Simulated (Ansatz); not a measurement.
**GaP: a changed input and its effect**

System: GaP (F-43m, 2 atoms in the cell).
Method of the first run: DFT LDA, scalar-relativistic, plane waves, PAW, no spin polarisation (Ansatz 0.2.0).

The structure derives from a Materials Project entry. Text and figures count atoms from 1; the logs count them from 0 in places.

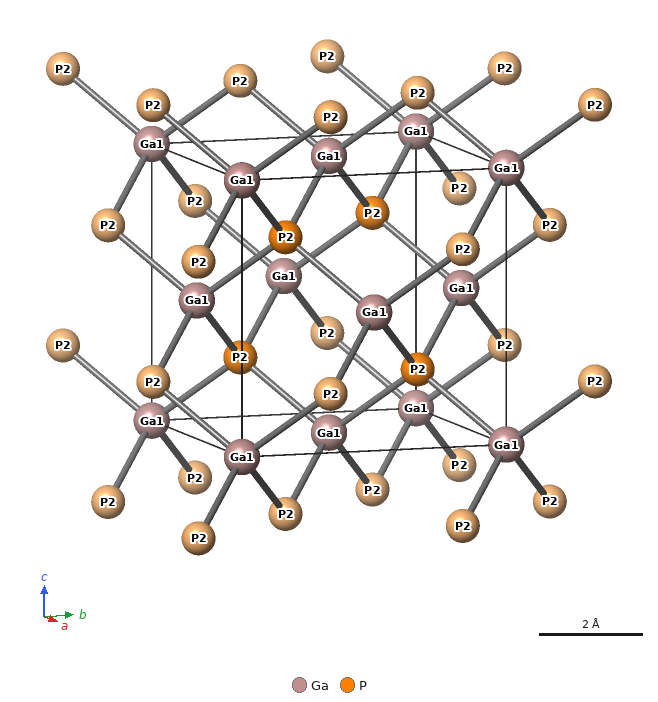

Figure 1. The input geometry (ball-and-stick view of the cell 4 times as large as that of the calculation, set on its symmetry axes, seen slightly off an axis; neighbours outside the cell are drawn fainter; atoms are numbered from 1 in the order of the input). Near neighbours in the crystal (not all of them lie inside the picture): Ga has 4 P at 2.36 Å; P has 4 Ga at 2.36 Å.

**The input, the first run**
```yaml
crystal:
  lattice:
    - [0.0, 2.72581249, 2.72581249]
    - [2.72581249, 0.0, 2.72581249]
    - [2.72581249, 2.72581249, 0.0]
  atoms:
    - { symbol: Ga, position: [0.0, 0.0, 0.0] }
    - { symbol: P, position: [0.75, 0.75, 0.75] }
basis:
  ecutwfc: 420
kpoints:
  mp_grid: { grid: [8, 8, 8] }
hamiltonian:
  xc: lda
scf:
  occupations: { method: gaussian, width: 0.02 }
output:
  forces: true
  stress: true
  eigenvalues: true
relax:
  adjacent_minimum: "off"
  f_tol: 0.005
  max_steps: 80
  cell: { stress_tol: 0.05 }
```

Launched with:
```bash
ansatz run input.yaml --threads 4 --pin off --max-ram 8192MiB --backend cpu --events-out ev --progress --plain --runs-dir out
```

Hardware: 4 threads of Intel Xeon @ 2.70GHz, 189 GiB of memory available, shared host.

**Output, shortened to warnings, some set-up lines, iterations and results (the first run)**
```
Basis set: ecut = 420 eV, 749 PW (Γ)
Symmetry: 24 space group operations
k-points: 29 of 512 (time reversal used)
Initial density: superposition of atomic densities (neutral atoms: chi_scale 0, normalization atom), corrected by the library's trained network
[...]
SCF iter   1: F=—  HF=-4433.759865 eV  |F-HF|=—  |Δ(HF+E_count)|=         —  Δρ=6.34e-3  dr2=1.69e-2  ethr=1.77e-3  ⟨swp⟩=6.5  Hψ=2583  notcnv=0
SCF iter   2: F=—  HF=-4433.754117 eV  |F-HF|=—  |Δ(HF+E_count)|=   5.75e-3  Δρ=3.07e-3  dr2=1.70e-3  ethr=9.38e-5  ⟨swp⟩=3.0  Hψ=838  notcnv=0
SCF iter   3: F=—  HF=-4433.753673 eV  |F-HF|=—  |Δ(HF+E_count)|=   4.44e-4  Δρ=9.91e-4  dr2=3.00e-4  ethr=9.46e-6  ⟨swp⟩=2.0  Hψ=754  notcnv=0
SCF iter   4: F=—  HF=-4433.753568 eV  |F-HF|=—  |Δ(HF+E_count)|=   1.05e-4  Δρ=3.69e-4  dr2=2.51e-5  ethr=1.67e-6  ⟨swp⟩=2.0  Hψ=719  notcnv=0
SCF iter   5: F=—  HF=-4433.753566 eV  |F-HF|=—  |Δ(HF+E_count)|=   2.20e-6  Δρ=1.98e-5  dr2=1.02e-7  ethr=1.40e-7  ⟨swp⟩=2.9  Hψ=644  notcnv=0
[... 24 lines ...]
SCF iter   3: F=—  HF=-4433.765545 eV  |F-HF|=—  |Δ(HF+E_count)|=   3.25e-8  Δρ=5.89e-6  dr2=9.23e-9  ethr=4.32e-10  ⟨swp⟩=2.0  Hψ=625  notcnv=0
SCF iter   4: F=—  HF=-4433.765545 eV  |F-HF|=—  |Δ(HF+E_count)|=   1.05e-8  Δρ=1.07e-6  dr2=1.77e-10  ethr=5.13e-11  ⟨swp⟩=2.0  Hψ=638  notcnv=0
SCF iter   5: F=-4433.765545 eV  HF=-4433.765545 eV  |F-HF|=5.46e-12  |Δ(HF+E_count)|=  4.73e-11  Δρ=3.11e-7  dr2=8.70e-12  ethr=1.00e-12  ⟨swp⟩=5.0  Hψ=2164  notcnv=0
SCF 5 converged in 5 iterations: F = -4433.765545 eV  dr2 = 8.70e-12
relax step   5: F+E_penalty+E_count = -4433.76554480 eV  Δ(F+E_penalty+E_count) = +3.546e-4 eV  max|allowed force component| = 5.435e-17 eV/Å  Δτ_max = 0.0000 Å  P = -0.005 …
basis re-selected at this cell: Δ(F+E_penalty+E_count) = +3.546e-4 eV, ΔP = -0.006 GPa vs the last step (what re-selecting the basis moved, of the pressure what is left beyond the Pulay correction that the steps carried, after the strain that the cell walked since its last selection, with what the …
SCF converged after 5 iterations
Free energy (F): -4433.765545 eV
Harris-Foulkes:  -4433.765545 eV  (|F-HF|=5.46e-12)
Internal energy: -4433.765545 eV  (E = F + TS)
E sigma→0 (E₀):  -4433.765545 eV
Fermi energy:    7.976912 eV
--- Per-component energies (eV) ---
  E_band       = -58.363203
  E_kinetic    = 187.693194
  E_local      = -2183.885723  (includes V_loc(G=0)·N_el)
  E_nonlocal   = 462.042785
  E_hartree    = 1009.029877
  E_xc         = -130.660397
  E_vxc        = -120.347800  (∫ρ·V_xc dr)
  E_paw        = -2452.774863  (= ΣΔE_a)
  E_vpaw       = -421.925240  (= ΣTr[D̂ρ^β])
  E_aug_tail   = -0.000127  (compensation charges beyond the density's cutoff)
  E_ewald      = -1327.056123
  E_core_change = 1.845831  (= ΣΔE_core)
  E_smearing   = -0.000000  (= −TS)
  E_closure    = -0.000000  (closes the sum)
  Σ components = -4433.765545   (vs F -4433.765545, Δ=0.00e0)
--- Forces (eV/Å), atoms counted from 1 ---
  atom   1  Ga    -0.00000000    -0.00000000     0.00000000
  atom   2  P      0.00000000    -0.00000000    -0.00000000
  max |Σ_I F_I| component: 4.63e-17 eV/Å
--- Stress (GPa, compression-positive) ---
       -0.005124       0.000000       0.000000
       -0.000000      -0.005124       0.000000
        0.000000       0.000000      -0.005124
  P = ⅓ Tr σ = -0.0051 GPa (-0.051 kbar)
--- Relaxed structure (4 steps of the walk, 4 accepted, 1 SCFs on fresh bases) ---
  F+E_penalty+E_count = -4433.76554480 eV   max|allowed force component| = 5.435e-17 eV/Å   (the final SCF, on the basis selected at the relaxed cell)
  cell:  # Å, volume = 39.1763 Å³
    - [4.174730964262433e-33, 2.6956551200933223, 2.6956551200933223]
    - [2.6956551200933223, 6.978922663571012e-33, 2.6956551200933223]
    - [2.6956551200933223, 2.6956551200933223, 2.8007175942438167e-33]
  atoms:
    - { symbol: Ga, position: [5.9173781554735986e-34, -7.566000925157786e-34, -5.387463693789395e-34] }
    - { symbol: P, position: [0.75, 0.75, 0.75] }
```

For the second run the input was changed thus:
```diff
-basis:
-  ecutwfc: 420
-  f_tol: 0.005
+  f_tol: 0.05
+  max_displacement: 0.05
+accuracy: high
```

Predict how the results change.

The energy doesn't change within 0.01 meV per atom. The number of SCF iterations is the same.

**Output, shortened to warnings, some set-up lines, iterations and results (the second run)**
```
Basis set: ecut = 420 eV, 749 PW (Γ)
Symmetry: 24 space group operations
k-points: 29 of 512 (time reversal used)
Initial density: superposition of atomic densities (neutral atoms: chi_scale 0, normalization atom), corrected by the library's trained network
[...]
SCF iter   1: F=—  HF=-4433.759865 eV  |F-HF|=—  |Δ(HF+E_count)|=         —  Δρ=6.34e-3  dr2=1.69e-2  ethr=1.77e-3  ⟨swp⟩=6.5  Hψ=2583  notcnv=0
SCF iter   2: F=—  HF=-4433.754118 eV  |F-HF|=—  |Δ(HF+E_count)|=   5.75e-3  Δρ=3.07e-3  dr2=1.70e-3  ethr=9.38e-5  ⟨swp⟩=3.0  Hψ=838  notcnv=0
SCF iter   3: F=—  HF=-4433.753673 eV  |F-HF|=—  |Δ(HF+E_count)|=   4.44e-4  Δρ=9.91e-4  dr2=3.00e-4  ethr=9.46e-6  ⟨swp⟩=2.0  Hψ=754  notcnv=0
SCF iter   4: F=—  HF=-4433.753569 eV  |F-HF|=—  |Δ(HF+E_count)|=   1.04e-4  Δρ=3.69e-4  dr2=2.51e-5  ethr=1.67e-6  ⟨swp⟩=2.0  Hψ=719  notcnv=0
SCF iter   5: F=—  HF=-4433.753566 eV  |F-HF|=—  |Δ(HF+E_count)|=   3.21e-6  Δρ=1.98e-5  dr2=1.02e-7  ethr=1.40e-7  ⟨swp⟩=2.9  Hψ=646  notcnv=0
[... 24 lines ...]
SCF iter   3: F=—  HF=-4433.765545 eV  |F-HF|=—  |Δ(HF+E_count)|=   3.25e-8  Δρ=5.89e-6  dr2=9.27e-9  ethr=4.32e-10  ⟨swp⟩=2.0  Hψ=625  notcnv=0
SCF iter   4: F=—  HF=-4433.765545 eV  |F-HF|=—  |Δ(HF+E_count)|=   1.04e-8  Δρ=1.07e-6  dr2=1.76e-10  ethr=5.15e-11  ⟨swp⟩=2.0  Hψ=638  notcnv=0
SCF iter   5: F=-4433.765545 eV  HF=-4433.765545 eV  |F-HF|=5.46e-12  |Δ(HF+E_count)|=  4.55e-12  Δρ=3.12e-7  dr2=8.76e-12  ethr=1.00e-12  ⟨swp⟩=4.9  Hψ=2156  notcnv=0
SCF 5 converged in 5 iterations: F = -4433.765545 eV  dr2 = 8.76e-12
relax step   5: F+E_penalty+E_count = -4433.76554490 eV  Δ(F+E_penalty+E_count) = +3.546e-4 eV  max|allowed force component| = 5.089e-17 eV/Å  Δτ_max = 0.0000 Å  P = -0.005 …
basis re-selected at this cell: Δ(F+E_penalty+E_count) = +3.546e-4 eV, ΔP = -0.006 GPa vs the last step (what re-selecting the basis moved, of the pressure what is left beyond the Pulay correction that the steps carried, after the strain that the cell walked since its last selection, with what the …
SCF converged after 5 iterations
Free energy (F): -4433.765545 eV
Harris-Foulkes:  -4433.765545 eV  (|F-HF|=5.46e-12)
Internal energy: -4433.765545 eV  (E = F + TS)
E sigma→0 (E₀):  -4433.765545 eV
Fermi energy:    7.976937 eV
--- Per-component energies (eV) ---
  E_band       = -58.362817
  E_kinetic    = 187.693261
  E_local      = -2183.884332  (includes V_loc(G=0)·N_el)
  E_nonlocal   = 462.042790
  E_hartree    = 1009.029350
  E_xc         = -130.660433
  E_vxc        = -120.347845  (∫ρ·V_xc dr)
  E_paw        = -2452.774851  (= ΣΔE_a)
  E_vpaw       = -421.925215  (= ΣTr[D̂ρ^β])
  E_aug_tail   = -0.000127  (compensation charges beyond the density's cutoff)
  E_ewald      = -1327.057034
  E_core_change = 1.845831  (= ΣΔE_core)
  E_smearing   = -0.000000  (= −TS)
  E_closure    = 0.000000  (closes the sum)
  Σ components = -4433.765545   (vs F -4433.765545, Δ=0.00e0)
--- Forces (eV/Å), atoms counted from 1 ---
  atom   1  Ga    -0.00000000    -0.00000000     0.00000000
  atom   2  P      0.00000000    -0.00000000    -0.00000000
  max |Σ_I F_I| component: 2.78e-17 eV/Å
--- Stress (GPa, compression-positive) ---
       -0.004938      -0.000000      -0.000000
       -0.000000      -0.004938       0.000000
       -0.000000       0.000000      -0.004938
  P = ⅓ Tr σ = -0.0049 GPa (-0.049 kbar)
--- Relaxed structure (4 steps of the walk, 4 accepted, 1 SCFs on fresh bases) ---
  F+E_penalty+E_count = -4433.76554490 eV   max|allowed force component| = 5.089e-17 eV/Å   (the final SCF, on the basis selected at the relaxed cell)
  cell:  # Å, volume = 39.1762 Å³
    - [-6.129276260060065e-34, 2.6956532693869053, 2.6956532693869053]
    - [2.6956532693869053, 6.316723703466115e-33, 2.6956532693869053]
    - [2.6956532693869053, 2.6956532693869053, 4.127306024002097e-33]
  atoms:
    - { symbol: Ga, position: [1.0083094618157752e-33, -7.080246001947268e-34, -8.316713079210407e-34] }
    - { symbol: P, position: [0.7500000000000001, 0.7500000000000001, 0.7500000000000001] }
```

**The two runs side by side**

```tsv
quantity	the first run	the second run
outcome	converged	converged
free energy per atom (eV)	−2216.8828	−2216.8828
gap on the mesh (eV)	1.43	1.43
pressure (GPa)	−0.01	0.00
largest force (eV/Å)	0.000	0.000
SCF iterations	24	24
irreducible k-points	29	29
wall time (shared host)	6.3 s	6.9 s
```
